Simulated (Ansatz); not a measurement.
## Molecular dynamics of C₃H₈ (part 2 of 2)

C₃H₈ (disordered cell, 33 atoms in the cell); DFT PBE-D3(BJ), scalar-relativistic, plane waves, PAW, no spin polarisation (Ansatz 0.2.0); cutoff 420 eV, 1×1×1 k-mesh, Fermi–Dirac smearing of 0.02 eV. It belongs to a series of runs on one base structure; here: dynamics from the start.

Log, continued:
```
md step    55: t =    27.50 fs  T =   465.6 K  F+E_penalty+E_count = -2643.00336218 eV  E_kin = 1.985887 eV  (6 SCF iters)
md step    56: t =    28.00 fs  T =   452.0 K  F+E_penalty+E_count = -2642.92976036 eV  E_kin = 1.928234 eV  (5 SCF iters)
md step    57: t =    28.50 fs  T =   444.3 K  F+E_penalty+E_count = -2642.86403683 eV  E_kin = 1.894998 eV  (6 SCF iters)
md step    58: t =    29.00 fs  T =   423.4 K  F+E_penalty+E_count = -2642.80564980 eV  E_kin = 1.805994 eV  (6 SCF iters)
md step    59: t =    29.50 fs  T =   418.3 K  F+E_penalty+E_count = -2642.75852092 eV  E_kin = 1.784338 eV  (6 SCF iters)
md step    60: t =    30.00 fs  T =   422.9 K  F+E_penalty+E_count = -2642.72846853 eV  E_kin = 1.803932 eV  (8 SCF iters)
md step    61: t =    30.50 fs  T =   429.4 K  F+E_penalty+E_count = -2642.72922481 eV  E_kin = 1.831695 eV  (6 SCF iters)
automatic band count: iteration 1 solves 37 bands in place of 63: the levels show a gap, and the empty bands left out lie too high to hold charge; the band table lists the bands solved (type scf.n_extra_bands for more)
preconditioner: auto → Resta (q_TF=auto, 1.877 Å⁻¹)  ε∞=2.2  [insulator: Δε(μ)=5.291 eV  Ē_g=10.999 eV  σ=0.020 eV  W_gap=1.00  n_scr=80 (ndim 8)  ℏωp=12.1 eV  f_vac=0.423  D(μ)=0.00/eV (n_scr^D=0)  ε∞_Penn≈2.2  vacuum switching on, ρ_ref=8.8e-3 e/Å³]
  greatest PAW one-centre occupation: 0.688 electrons in one spin orbital (limit 2), on the C atom at site 7 (counted from 0), in its partial waves of l = 0
md step    62: t =    31.00 fs  T =   458.2 K  F+E_penalty+E_count = -2642.77257666 eV  E_kin = 1.954423 eV  (6 SCF iters)
```

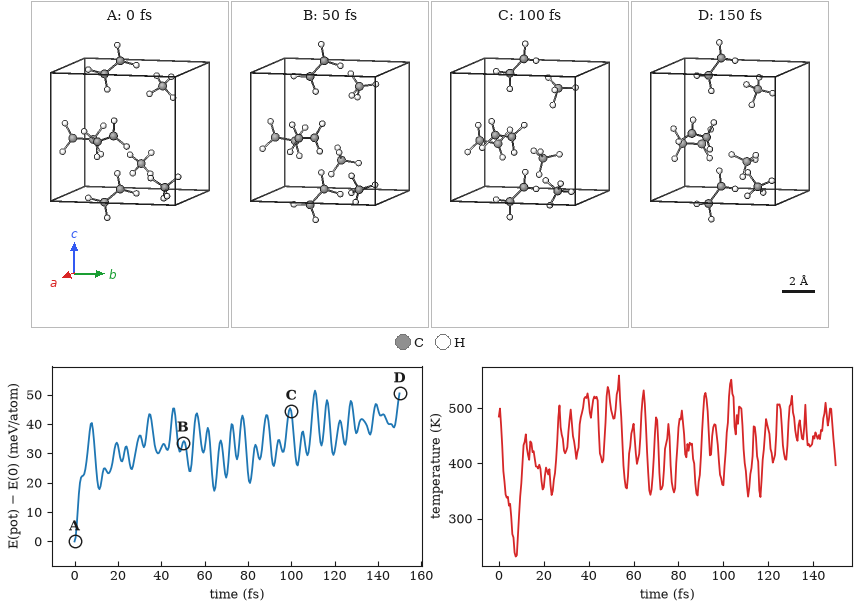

Frames of the molecular dynamics (ball-and-stick, simulation cell, seen slightly off an axis) above the curves, on which the letters mark them. The trajectory kept here has 301 frames over 150 fs. The temperature starts at 485 K, ranges from 231 to 559 K and averages 443 K over the second half. The potential energy ends 50.4 meV/atom above its first value. With the common drift removed, the root-mean-square displacement is 1.05 Å, and H23 has moved furthest (2.68 Å).

```
automatic band count: iteration 1 solves 37 bands in place of 63: the levels show a gap, and the empty bands left out lie too high to hold charge; the band table lists the bands solved (type scf.n_extra_bands for more)
preconditioner: auto → Resta (q_TF=auto, 1.877 Å⁻¹)  ε∞=2.2  [insulator: Δε(μ)=5.289 eV  Ē_g=11.007 eV  σ=0.020 eV  W_gap=1.00  n_scr=80 (ndim 8)  ℏωp=12.1 eV  f_vac=0.423  D(μ)=0.00/eV (n_scr^D=0)  ε∞_Penn≈2.2  vacuum switching on, ρ_ref=8.8e-3 e/Å³]
  great
[...]
SCF converged after 8 iterations
Free energy (F): -2642.254319 eV
Harris-Foulkes:  -2642.254319 eV  (|F-HF|=1.47e-8)
Internal energy: -2642.254319 eV  (E = F + TS)
E sigma→0 (E₀):  -2642.254319 eV
Fermi energy:    -1.781698 eV
--- Per-component energies (eV) ---
  E_band       = -560.100227
  E_kinetic    = 1144.877538
  E_local      = -3856.123876  (includes V_loc(G=0)·N_el)
  E_nonlocal   = 288.566396
  E_hartree    = 1375.118237
  E_xc         = -645.282244
  E_vxc        = -808.563388  (∫ρ·V_xc dr)
  E_paw        = -908.531910  (= ΣΔE_a)
  E_vpaw       = -79.061020  (= ΣTr[D̂ρ^β])
  E_aug_tail   = -0.033067  (compensation charges beyond the density's cutoff)
  E_ewald      = -40.006500
  E_disp       = -0.838891  (pairwise vdW)
  E_smearing   = -0.000000  (= −TS)
  E_closure    = 0.000000  (closes the sum)
  Σ components = -2642.254319   (vs F -2642.254319, Δ=0.00e0)
--- Forces (eV/Å), atoms counted from 1 ---
  atom   1  C     -2.45600210    -2.74877872     3.13122087
  atom   2  C      2.06366908     2.44652207    -1.28598450
  atom   3  H      1.84529833     0.53385615    -2.39843656
  atom   4  H     -0.24256591     1.10557103    -0.02959895
  atom   5  H      0.11611260    -1.16734839    -1.92913429
  atom   6  H     -1.32944880    -0.12747702     2.47882860
  atom   7  C     -0.34760583     1.18132740     0.54280079
  atom   8  C     -0.76111310    -2.45620022    -1.77026146
  atom   9  H     -1.07451364    -0.47575626     1.59107523
  atom  10  H      0.91126835     0.49637008     0.28597094
  atom  11  H      0.80498480     1.06179163     0.34331940
  atom  12  H      0.49299345     0.06032583    -0.97659333
  atom  13  C     -0.06433828     0.36561573     1.62584098
  atom  14  C     -0.03530164    -1.24417414     0.08957644
  atom  15  H     -0.22659534     0.24221468    -0.78162547
  atom  16  H     -0.09076145    -0.08406322    -0.27999839
  atom  17  H      0.34012321    -0.25805324     0.45169112
  atom  18  H     -0.00374571     0.69906029    -1.08882055
  atom  19  C      1.66895597     0.50060842     2.56308731
  atom  20  H     -0.55367272    -0.21330929    -0.79044029
  atom  21  H     -0.14155032    -0.97727541    -0.69912883
  atom  22  H     -0.47619641     0.51045660    -0.67139468
  atom  23  H     -0.53742315     0.37399891    -0.34770282
  atom  24  C      2.08844037     0.84234476    -1.59208796
  atom  25  H     -0.03793486     0.09329242     0.55845665
  atom  26  H     -1.77306428    -0.35840551     0.49425394
  atom  27  H      0.92908098    -0.10192600     0.74466651
  atom  28  H     -1.20155117    -0.52851548    -0.33593510
  atom  29  C     -0.79926393    -0.13252281     0.39702432
  atom  30  H      0.84596924    -0.33953869    -0.34004801
  atom  31  H     -0.14428364     0.27471817    -1.65844681
  atom  32  H     -0.24188657    -0.43540324     0.87874998
  atom  33  H      0.43189092     0.86067175     0.79906847
  max |Σ_I F_I| component: 3.16e-5 eV/Å
--- MD trajectory: 300 steps, t = 0.0 → 150.0 fs ---
  final state: T = 396.7 K   F+E_penalty+E_count = -2642.25431860 eV   E_kin = 1.692235 eV
```

Trajectory as extended XYZ (Å, eV, eV/Å), 3 of the 301 frames kept, from step=0 to step=300:
```
33
Lattice="8.2695 0.0000 0.0000 0.0000 8.2695 0.0000 0.0000 0.0000 8.2695" Properties=species:S:1:pos:R:3:forces:R:3 step=0 time_fs=0.0 energy=-2643.91857 temperature=484.8
C     5.5184    3.4208    3.9913   -0.0395  -0.1655  -0.0839
C     5.0941    2.2372    3.5403    0.1136   0.1435   0.1441
H     5.5541    4.3028    3.3474   -0.0591  -0.0270   0.0195
H     5.8559    3.5554    5.0213    0.0448   0.0117  -0.0540
H     4.7432    2.1132    2.5172    0.1110  -0.0623   0.0135
H     5.0851    1.3480    4.1724   -0.0428   0.0238   0.0439
C     4.5026    2.5430   -0.4174   -0.0751   0.0635   0.0849
C     3.8977    3.4176    0.3866    0.0571  -0.0620  -0.0888
H     4.9497    2.8505   -1.3612   -0.0381  -0.0249  -0.0783
H     4.5623    1.4826   -0.1675    0.0764  -0.0059   0.0384
H     3.8023    4.4719    0.1251    0.0646   0.0344   0.0009
H     3.4672    3.1137    1.3401   -0.0814   0.0496  -0.0910
C     0.5602    0.7167    3.1146   -0.0592  -0.0958   0.0629
C     1.0835   -0.5056    3.2192   -0.1493  -0.0261   0.2559
H     0.2931    1.1440    2.1474    0.0759  -0.0146   0.0800
H     0.3205    1.3222    3.9917    0.1023   0.0090  -0.0309
H     1.2446   -1.1339    2.3449    0.1258   0.0185  -0.0253
H     1.2950   -0.9630    4.1924    0.0646   0.1115  -0.1285
C     6.9965    7.2400    0.9713   -0.0889  -0.0459  -0.0209
H     6.5646    8.0043    1.6235   -0.0735   0.0029  -0.0162
H     6.2911    6.9630    0.1810   -0.0133  -0.0053  -0.0125
H     7.2466    6.3598    1.5735   -0.0496   0.0279  -0.0569
H     7.9131    7.6354    0.5230   -0.0126  -0.0016  -0.0553
C     0.3964    5.2686    6.6835   -0.0028   0.0248  -0.0636
H     0.8835    5.9800    7.3582    0.0041   0.0010  -0.0212
H    -0.3227    4.6740    7.2540   -0.0264   0.0016  -0.0042
H     1.1495    4.6078    6.2414    0.0048  -0.0057  -0.0156
H    -0.1257    5.8190    5.8938    0.0020  -0.0014  -0.0321
C     0.7167    3.9353    1.6788   -0.0175  -0.0101   0.0893
H    -0.0410    4.4056    2.3136   -0.0158  -0.0009  -0.0195
H     0.2310    3.2423    0.9837    0.0087  -0.0031   0.0290
H     1.4219    3.3898    2.3124   -0.0170  -0.0174   0.0045
H     1.2517    4.6943    1.1036    0.0060   0.0517   0.0316
33
Lattice="8.2695 0.0000 0.0000 0.0000 8.2695 0.0000 0.0000 0.0000 8.2695" Properties=species:S:1:pos:R:3:forces:R:3 step=150 time_fs=75.0 energy=-2642.99535 temperature=445.0
C     5.5274    3.4679    3.8969    0.2055  -3.3621  -0.2380
C     5.0917    2.1499    3.8730    0.3342   2.2838  -1.2244
H     6.1585    3.8292    3.0901   -0.1726   0.4188  -0.1360
H     5.5348    3.9675    4.8608   -0.2056   0.3999  -0.0415
H     5.0575    1.4324    3.0069    0.3788   0.9496   0.6147
H     4.5431    1.8419    4.7225   -0.5420  -0.6936   1.0455
C     4.2858    2.8917   -0.4479   -0.2742  -0.7631  -1.6020
C     4.1148    3.8038    0.4964   -0.0882  -0.8128   1.5967
H     4.4518    3.0997   -1.5456    0.3255   0.0099   1.1723
H     4.1293    1.8092   -0.2207   -0.1320   0.7659  -0.1594
H     4.4009    4.8399    0.5305   -0.2114   0.5625  -0.6978
H     3.7595    3.4373    1.4817    0.3761   0.1793  -0.3456
C     0.5063    0.7748    3.0049   -0.4328   0.0708  -0.7779
C     1.3456   -0.1983    3.3407   -0.2895  -0.0494   0.3371
H     0.3035    0.7879    1.9197   -0.5003   0.4159   0.4379
H    -0.0191    1.5030    3.6579    0.6264  -0.4177  -0.2677
H     1.5807   -0.9276    2.5632    0.4987   0.0080   0.1903
H     1.7028   -0.3399    4.3553    0.0769  -0.2443   0.1614
C     6.4883    6.6285    0.7050    0.8946  -1.8347   1.0512
H     5.7168    7.2767    1.0946   -0.0194   0.9364  -0.4240
H     7.5518    6.9613    0.6568   -0.9084   0.4615  -0.0763
H     6.2237    6.0775   -0.2081   -0.1217   0.4091   0.0613
H     6.5127    5.8549    1.5201    0.0802   0.1658  -0.5656
C     0.2225    4.9763    6.5304    0.9802  -0.5082  -1.6011
H    -0.2069    5.9604    6.5887   -0.3987   0.5153  -0.0281
H    -0.2672    4.2928    7.2189    0.5160  -0.0045   0.6440
H     1.3447    5.1013    6.5207   -0.9602  -0.4875   0.7174
H     0.0118    4.5246    5.5364   -0.0967   0.4547   0.1515
C     0.8183    4.0301    2.0409   -0.6495  -0.2563   0.3176
H     0.2467    3.2658    2.6079    0.2262   0.4420  -0.2567
H     1.0357    3.6204    1.0337    0.1507   0.4634   0.5131
H     1.6790    4.3102    2.6428    0.6088  -0.3519  -0.1383
H     0.2381    4.9581    2.0205   -0.2754  -0.1266  -0.4318
33
Lattice="8.2695 0.0000 0.0000 0.0000 8.2695 0.0000 0.0000 0.0000 8.2695" Properties=species:S:1:pos:R:3:forces:R:3 step=300 time_fs=150.0 energy=-2642.25432 temperature=396.7
C     5.5466    3.0825    3.9075   -2.4560  -2.7488   3.1312
C     4.8471    1.9169    4.0353    2.0637   2.4465  -1.2860
H     6.1775    3.4755    3.2157    1.8453   0.5339  -2.3984
H     5.5491    3.5686    4.8744   -0.2426   1.1056  -0.0296
H     4.8407    1.0362    3.4806    0.1161  -1.1673  -1.9291
H     4.2210    1.8239    4.8404   -1.3294  -0.1275   2.4788
C     4.3445    2.8850   -0.5115   -0.3476   1.1813   0.5428
C     4.2065    3.6888    0.6113   -0.7611  -2.4562  -1.7703
H     4.9423    3.2388   -1.4425   -1.0745  -0.4758   1.5911
H     3.7516    1.9407   -0.6330    0.9113   0.4964   0.2860
H     4.5137    4.6940    0.5087    0.8050   1.0618   0.3433
H     3.6418    3.4068    1.5397    0.4930   0.0603  -0.9766
C     0.4177    1.3515    2.8295   -0.0643   0.3656   1.6258
C     1.2110    0.2976    2.9179   -0.0353  -1.2442   0.0896
H     0.1561    1.8025    1.9010   -0.2266   0.2422  -0.7816
H     0.0474    1.8450    3.7405   -0.0908  -0.0841  -0.2800
H     1.4970   -0.1499    1.9556    0.3401  -0.2581   0.4517
H     1.4225   -0.2477    3.8863   -0.0037   0.6991  -1.0888
C     6.2756    6.6850    0.9163    1.6690   0.5006   2.5631
H     5.3300    6.7815    0.4340   -0.5537  -0.2133  -0.7904
H     6.5566    7.6934    1.3679   -0.1416  -0.9773  -0.6991
H     7.1449    6.2374    0.4123   -0.4762   0.5105  -0.6714
H     6.2167    6.0129    1.8090   -0.5374   0.3740  -0.3477
C     0.2357    5.0168    6.4453    2.0884   0.8423  -1.5921
H     0.4874    6.0707    6.2638   -0.0379   0.0933   0.5585
H    -0.5485    4.8911    7.1220   -1.7731  -0.3584   0.4943
H     1.0896    4.5055    6.8383    0.9291  -0.1019   0.7447
H     0.2498    4.6303    5.4326   -1.2016  -0.5285  -0.3359
C     1.0104    4.5086    1.8646   -0.7993  -0.1325   0.3970
H    -0.0757    4.7712    1.8702    0.8460  -0.3395  -0.3400
H     1.5096    4.3705    0.9402   -0.1443   0.2747  -1.6584
H     1.2186    3.5547    2.3114   -0.2419  -0.4354   0.8788
H     1.5759    5.2595    2.3612    0.4319   0.8607   0.7991
```

Key numbers:

- outcome: finished
- mean temperature over the second half: 443 K
- trajectory: 300 steps, 150 fs
- ensemble: nvt_langevin
- temperature in the input: 500.0 K
- time step: 0.5 fs
- electrons treated: 60
- potential energy (free energy of the electrons) (last step): −2642.2543 eV
- Fermi energy (last step): −1.782 eV
- largest force (length of the vector) (last step): 4.837 eV/Å
- hardware: 1 thread of Intel Xeon @ 2.70GHz, 189 GiB of memory available, shared host
- wall time: 11 min
- peak memory: 0.53 GiB

Notes:

The input asks for low accuracy. The k-point mesh is coarse for a cell of this size, so the results may not be converged. So short a trajectory is not equilibrated. The logged temperature at the start can lie below the typed one, since it is counted over all degrees of freedom.
